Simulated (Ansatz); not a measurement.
Read the following structure.

```
Ti Al
1.0
     3.97973    0.00000    0.00000
     0.00000    3.97973    0.00000
     0.00000    0.00000    3.97973
Ti Al
1 3
Direct
  0.00000 0.00000 0.00000
  0.00000 0.50000 0.50000
  0.50000 0.00000 0.50000
  0.50000 0.50000 0.00000
```

### Give a crystallographic description of this input.

This is TiAl3. The structure has Pm-3m (No. 221) symmetry and a primitive cubic lattice. It belongs to the family called Cu₃Au (L1₂) type. There are 4 atoms in the cell: 1 Ti, 3 Al. Ti bonds to twelve Al in a cuboctahedral arrangement at 2.81 Å. Each Al has eight Al and four Ti in a cuboctahedral arrangement (2.81 Å to Al, 2.81 Å to Ti). The bonds build a three-dimensional framework.

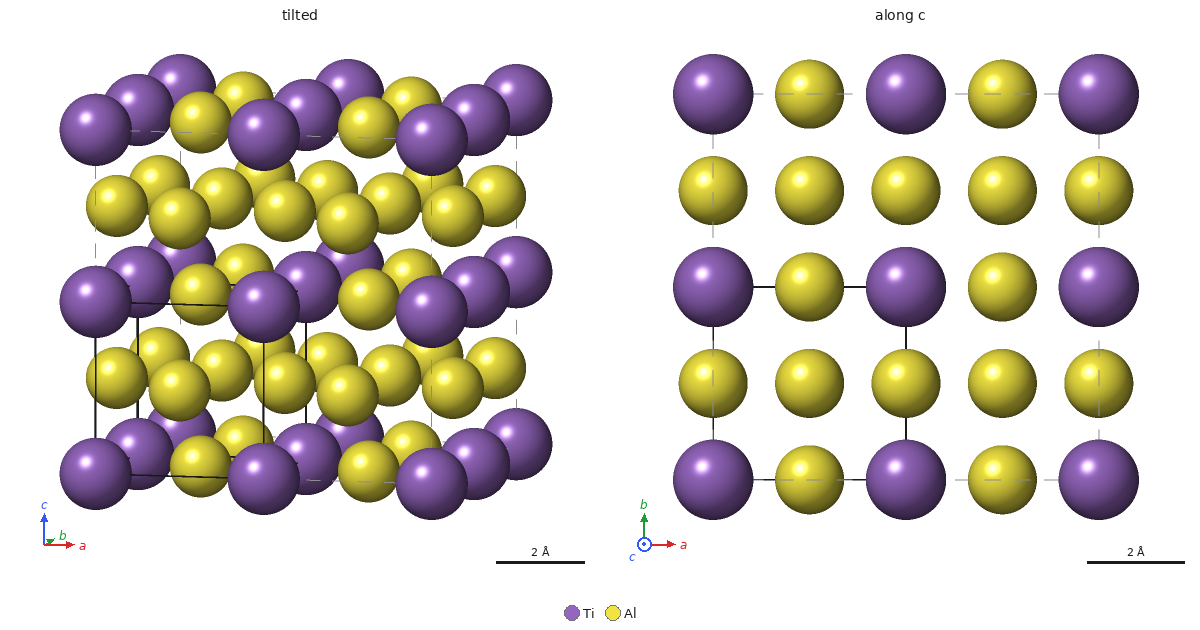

Structure drawing (spheres-only), viewed slightly off an axis and along the c axis. The structure is repeated 2×2×2 times; solid lines mark one conventional unit cell.

The structure comes from a structure listed in the Materials Project. Earlier steps of the study, as a rule a relaxation of our own, may have changed the cell and positions, so they can lie some per cent off the listed ones. Ansatz was used for an electronic-structure calculation on it.
